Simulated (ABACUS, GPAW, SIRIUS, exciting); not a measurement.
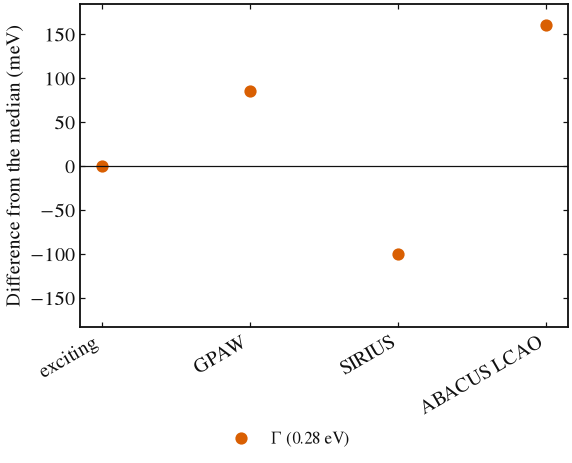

Lowest conduction level at Γ, counted from the valence-band top at Γ, for zincblende GaAs, space group F-43m, 2 atoms in the primitive cell; cubic a = 5.654 Å. Four programs ran LDA (no spin polarisation, no spin-orbit coupling) on the same cell and 7×7×7 k mesh. The plot shows each result less the median of the plane-wave and all-electron runs, which the legend gives.

What spread should one expect between these programs?

The plane-wave and all-electron programs (exciting, SIRIUS and GPAW) agree within 185 meV at this point; their potentials differ as well, also in the shells treated as valence. ABACUS LCAO departs by +160 meV (at Γ).

```csv
program,kind,valence electrons,Γ (eV)
exciting,all-electron,–,0.276
GPAW,plane waves,8,0.361
SIRIUS,plane waves,28,0.176
ABACUS LCAO,local basis,28,0.436
```

Settings. all-electron LAPW+lo, shipped species files, valence relativity iora*, Gaussian smearing of 0.005 eV (exciting sodium). the program's PAW data sets (release 1.2.1) made for this functional, 450 eV cutoff, Fermi-Dirac smearing of 0.05 eV (GPAW 26.7.0). PseudoDojo 0.4.1 PBE standard (scalar relativistic), 1152 eV cutoff, Fermi-Dirac smearing of 0.05 eV (SIRIUS 7.10.0). PseudoDojo NC SR 0.4.1 LDA standard, DZP LCAO (the cutoffs set its grid) basis, Fermi-Dirac smearing of 0.05 eV (ABACUS 3.10.1).

Spin-orbit coupling is left out, which matters for As. LDA, GGA and most meta-GGA functionals understate gaps. SIRIUS: the potentials were made for another functional. GPAW: the potentials hold the d shell of Ga in the core, which widens gaps. ABACUS LCAO: the atomic orbitals were generated for these runs and aren't a published set. ABACUS LCAO: the basis of atomic orbitals isn't converged, which shifts gaps and empty levels.
